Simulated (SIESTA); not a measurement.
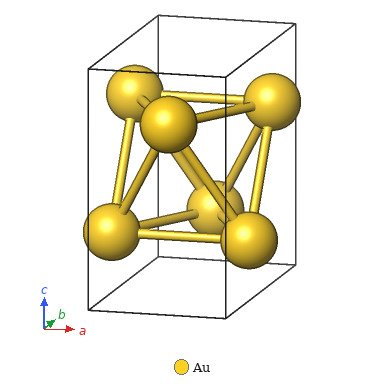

System: Au, space group Cmcm (No. 63). The picture shows the conventional cell.

Structure:
```
CELL_PARAMETERS angstrom
1.41131 -2.55593 0.00000
1.41131 2.55593 0.00000
0.00000 0.00000 4.89317
ATOMIC_POSITIONS crystal
Au 0.33467 0.66533 0.25000
Au 0.66533 0.33467 0.75000
```

Method: DFT in numerical atomic orbitals with pseudopotentials, no spin polarisation; energies at scaled volumes of the given cell, shape and fractions fixed, counted from the fit's minimum, third-order Birch-Murnaghan fit (SIESTA 5.4.2). Level: PBEsol.

- k mesh: 11×11×6
- occupations: Fermi–Dirac
- smearing width: 0.05 eV
- potentials: PseudoDojo 0.4 standard, converted to PSML, two zetas on semicore shells
- program settings: basis DZP, mesh cutoff 800 Ry

What does the calculation give for the energy and pressure against volume? The volume takes the values 16.59, 16.94, 17.30, 17.65, 18.00, 18.36, 18.71 Å³/atom.

A third-order Birch–Murnaghan fit gives V0 = 17.22 Å³/atom, B0 = 169 GPa and B′ = 5.4. The energy is 13.22 meV/atom at volume 16.59 Å³/atom and 56.64 meV/atom at 18.71 Å³/atom; the lowest computed point is at volume 17.30 Å³/atom (0.14 meV/atom). The pressure falls from 6.96 GPa at volume 16.59 Å³/atom to −11.18 GPa at 18.71 Å³/atom, and changes sign near 17.23 Å³/atom.

```json
{"volume (Å³/atom)": "16.59", "energy (meV/atom)": "13.22", "pressure (GPa)": "6.96"}
{"volume (Å³/atom)": "16.94", "energy (meV/atom)": "2.46", "pressure (GPa)": "2.91"}
{"volume (Å³/atom)": "17.30", "energy (meV/atom)": "0.14", "pressure (GPa)": "-0.72"}
{"volume (Å³/atom)": "17.65", "energy (meV/atom)": "5.34", "pressure (GPa)": "-3.90"}
{"volume (Å³/atom)": "18.00", "energy (meV/atom)": "16.98", "pressure (GPa)": "-6.60"}
{"volume (Å³/atom)": "18.36", "energy (meV/atom)": "34.26", "pressure (GPa)": "-9.06"}
{"volume (Å³/atom)": "18.71", "energy (meV/atom)": "56.64", "pressure (GPa)": "-11.18"}
```

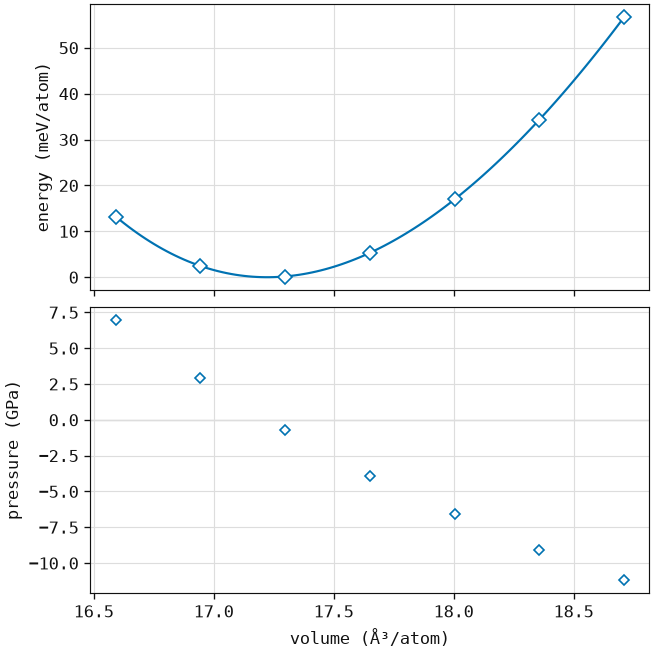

Note: mulliken charges of long orbitals; short basis over semicore shells; spin-orbit coupling left out, heavy elements; shape and atomic fractions are frozen while scaling, which makes layered, chain and framework solids too stiff.
